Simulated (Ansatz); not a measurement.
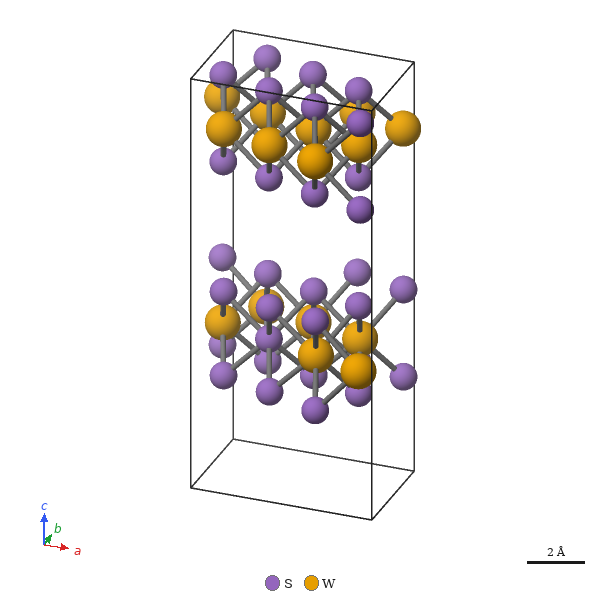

Shown here is a ball-and-stick view of the crystal, taken slightly off an axis. One supercell is framed, with atoms on its boundary repeated. The host is WS2, in a cell of 42 sites, and the cell carries a charge of -1.

**Which defect is modelled here, and what are its neighbours?**

Sulfur on a tungsten site (an antisite). It is bonded to six S in a trigonal prismatic arrangement at about 2.4 Å. Not all metal-metal contacts are counted.

Theory: DFT PBE, scalar-relativistic, plane waves, PAW in Ansatz. Numerical settings: plane-wave cutoff 420 eV, k-grid 2×2×2, Gaussian smearing of 0.01 eV, collinear spins.

**Does the defect leave unpaired spin?**

Yes, 0.5 μB in the cell.

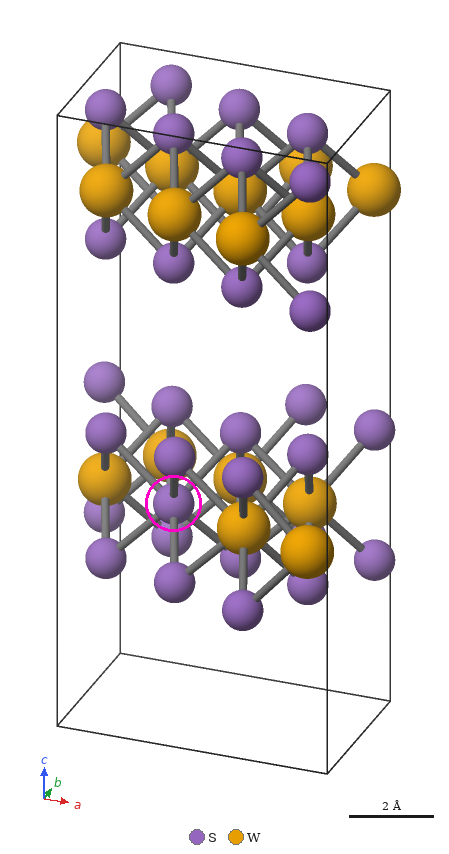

The same cell with a ring at the defect's site.

The atoms were relaxed in the host's cell with DFT PBE, scalar-relativistic, plane waves, PAW (Ansatz 0.2.0).
